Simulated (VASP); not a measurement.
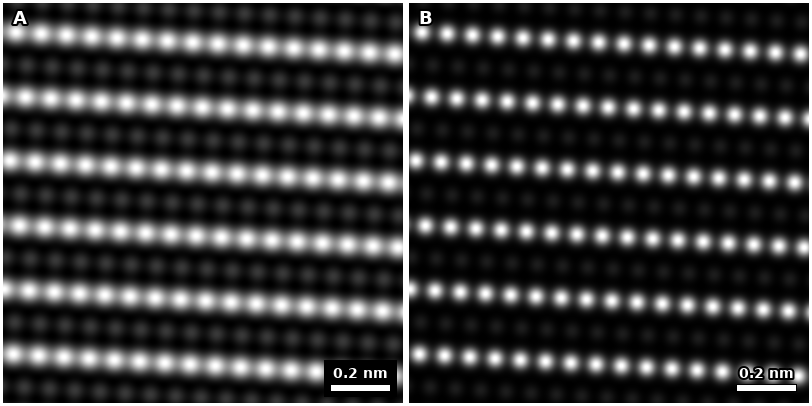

Two simulated images of the same area of CoO (R3m, No. 160) along [131], with a probe of 0.50 Å. One is incoherent Z contrast (Z^1.7 per atom), the other the projected potential of neutral atoms blurred by the probe (iDPC-like, thin sample). Brightness is counted from the darkest point of the image. Structure used: a cell listed in the Materials Project, as set up for an electronic-structure calculation.

Q: Which panel is which, and how can one tell?

B is the Z-contrast image and A the potential image. The columns of 1 O per repeat reach about 11 % of the brightest peak (1 Co) in B but about 22 % in A, mainly since the potential grows much more slowly with atomic number.
